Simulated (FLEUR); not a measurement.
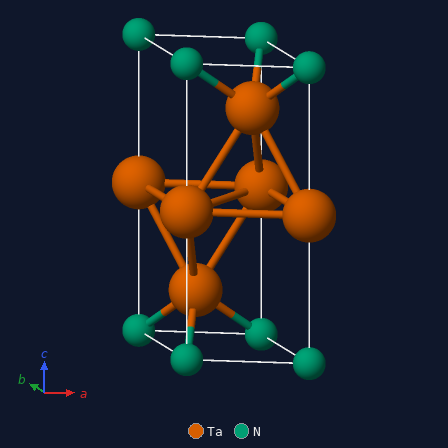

System: Ta₃N, space group P-3m1 (No. 164). The picture shows the conventional cell.

The given structure:
```yaml
crystal:
  lattice:
    - [3.03222, 0.00000, 0.00000]
    - [-1.51611, 2.62598, 0.00000]
    - [0.00000, 0.00000, 7.52414]
  atoms:
    - { symbol: Ta, position: [0.66667, 0.33333, 0.82607] }
    - { symbol: Ta, position: [0.33333, 0.66667, 0.17393] }
    - { symbol: Ta, position: [0.00000, 0.00000, 0.50000] }
    - { symbol: N, position: [0.00000, 0.00000, 0.00000] }
```

Calculation (FLEUR MaX-R8.1 (later development tree)): all-electron LAPW DFT, no spin polarisation; energies at scaled volumes of the given cell, shape and fractions fixed, counted from the fit's minimum, third-order Birch-Murnaghan fit. Level: PBE.

| setting | value |
| --- | --- |
| k mesh | 10×10×4 |
| occupations | Fermi–Dirac |
| smearing width | 0.05 eV |
| potentials | all electron |
| program settings | basis FLAPW, kmax 5.07 1/bohr |

Predict the energy against volume. The volume takes the values 14.08, 14.38, 14.98, 15.58, 15.88 Å³/atom.

A third-order Birch–Murnaghan fit gives V0 = 14.94 Å³/atom, B0 = 246 GPa and B′ = 4.1. The energy is 42.22 meV/atom at volume 14.08 Å³/atom and 40.44 meV/atom at 15.88 Å³/atom; the lowest computed point is at volume 14.98 Å³/atom (0.06 meV/atom).

```json
{"volume (Å³/atom)": "14.08", "energy (meV/atom)": "42.22"}
{"volume (Å³/atom)": "14.38", "energy (meV/atom)": "17.37"}
{"volume (Å³/atom)": "14.98", "energy (meV/atom)": "0.06"}
{"volume (Å³/atom)": "15.58", "energy (meV/atom)": "19.29"}
{"volume (Å³/atom)": "15.88", "energy (meV/atom)": "40.44"}
```

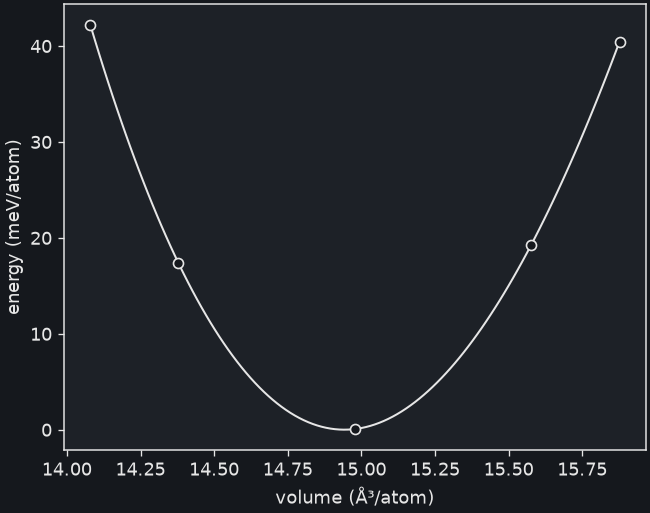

Keep in mind: shape and atomic fractions are frozen while scaling, which makes layered, chain and framework solids too stiff.
